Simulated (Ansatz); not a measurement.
The calculation's input:

```
crystal:
  lattice:
    - [0.0, 3.9158, 3.9158]
    - [3.9158, 0.0, 3.9158]
    - [3.9158, 3.9158, 0.0]
  atoms:
    - { symbol: Pt, position: [0.0, 0.0, 0.0135433394] }
    - { symbol: Pt, position: [0.0, 0.0, 0.5] }
    - { symbol: Pt, position: [0.0, 0.5, 0.0] }
    - { symbol: Pt, position: [0.0, 0.5, 0.5] }
    - { symbol: Pt, position: [0.5, 0.0, 0.0] }
    - { symbol: Pt, position: [0.5, 0.0, 0.5] }
    - { symbol: Pt, position: [0.5, 0.5, 0.0] }
    - { symbol: Pt, position: [0.5, 0.5, 0.5] }
basis:
  ecutwfc: 420
kpoints:
  mp_grid: { grid: [10, 10, 10] }
hamiltonian:
  xc: pbesol
scf:
  occupations: { method: gaussian, width: 0.15 }
output:
  forces: true
  stress: true
  eigenvalues: true
  write_density: true
  write_potential: true
  elf: true
  volumetric_format: npy
```

Command:

```sh
ansatz run input.yaml --threads 2 --pin off --max-ram 5120MiB --backend cpu --events-out ev --progress --plain --runs-dir out
```

Below, planes, directions and counts refer to the conventional cell (a = 5.54 Å, b = 7.83 Å, c = 5.54 Å, α = 90.00°, β = 90.00°, γ = 90.00°).

Space group Imm2; changed on purpose from its base cell (atom 1 (Pt) moved +0.075 A along Cartesian [1 1 0]); not relaxed (largest force 1.0 eV/Å).

Method: DFT PBEsol, scalar-relativistic, plane waves, PAW in Ansatz 0.2.0.

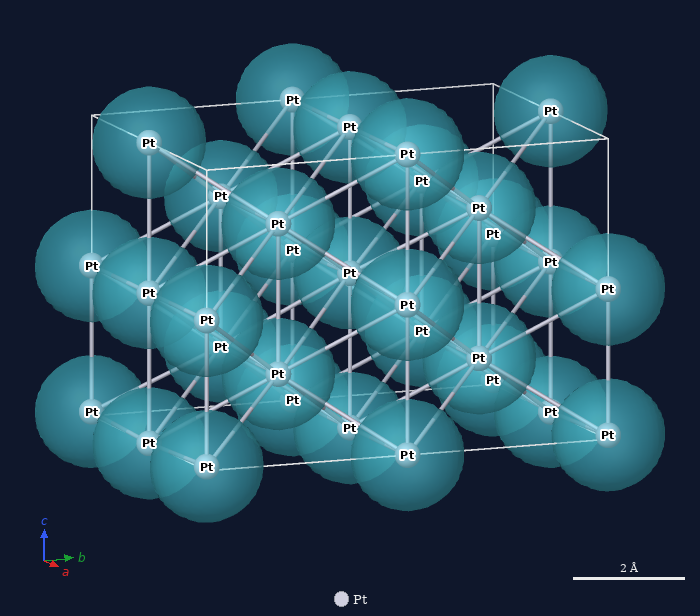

Pt. Isosurface of the valence charge density (pseudo) at 0.8 e/Å³ (cyan), seen slightly off an axis. Sticks mark near contacts.

> Which contacts does the surface bridge?

At this value the density breaks into separate islands; it holds about 75 % of the electrons treated as valence (semicore included). It bridges none of the near contacts. It is pinched off along the sampled Pt–Pt (2.69 Å), Pt–Pt (2.77 Å) and Pt–Pt (2.84 Å) contacts. On the grid the lowest density along these lines, outside the cores, is 0.44 e/Å³ (Pt–Pt, 2.69 Å), 0.38 e/Å³ (Pt–Pt, 2.77 Å) and 0.33 e/Å³ (Pt–Pt, 2.84 Å).

> Metal or insulator at this level of theory?

It is gapless in this calculation (a metal or semimetal).
